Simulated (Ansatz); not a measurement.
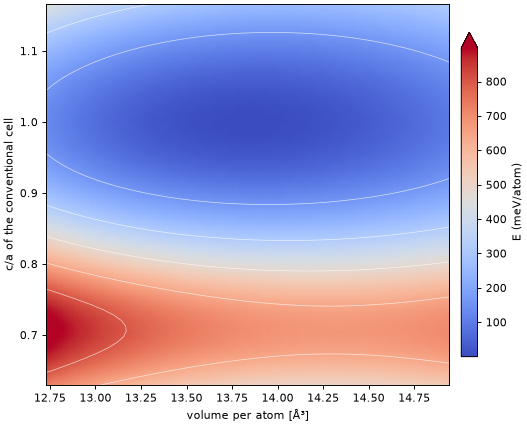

Ir (Fm-3m, No. 225; 1 atom in the cell). The energy is mapped over volume and the cell's shape. Coordinates scanned: (1) volume per atom; (2) c/a of the conventional cell. Nothing is relaxed (symmetry fixes all fractional coordinates). The grid has 7 × 9 points. Points are written as (first, second). All energies are given in meV/atom relative to the lowest grid point. Level of theory: DFT LDA, scalar-relativistic, plane waves, PAW in Ansatz 0.2.0. Settings: cutoff 420 eV, k-mesh 22×22×22, gaussian smearing 0.15 eV, no spin polarisation.

The picture shows a smooth colour map with a few white contour lines, one colour for all values above the top of the scale. Between grid points the surface is interpolated.

The lowest grid point is at (13.835 Å³, 1.000) [fcc]. No other kind of well shows on this grid. The highest grid point, (12.729 Å³, 0.734), lies 899 meV/atom above the lowest. Round the minimum the two coordinates are nearly uncoupled.

The system is changed to Pt (Fm-3m, No. 225; 1 atom in the cell); the new grid has 9 × 11 points, laid about the new relaxed structure.

> How does the landscape change?

The minimum (interpolated where it lies between grid points) moves from (13.835 Å³, 1.000) [fcc] to (14.76 Å³, 1.000) [fcc]. The curvature at the minimum changes from about 0.18 to 0.13 eV/(Å³)² along volume per atom and from about 23 to 6.9 eV per unit squared along c/a of the conventional cell (per cell).

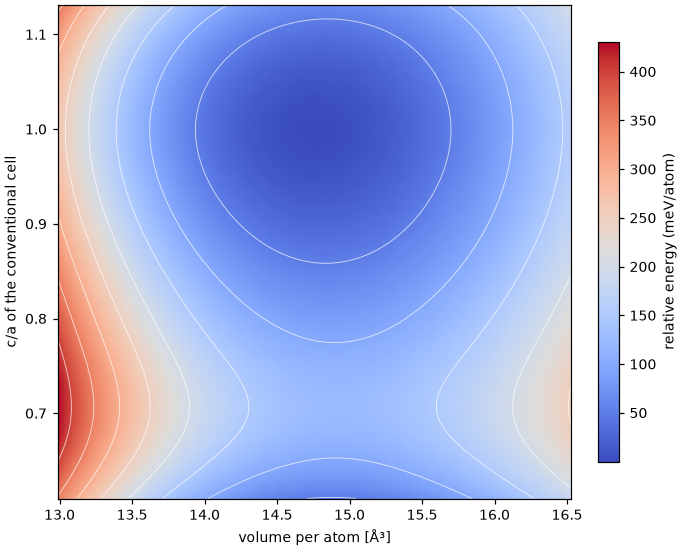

The map after the change, on a colour scale of its own. The picture shows a smooth colour map with a few white contour lines. Between grid points the surface is interpolated.
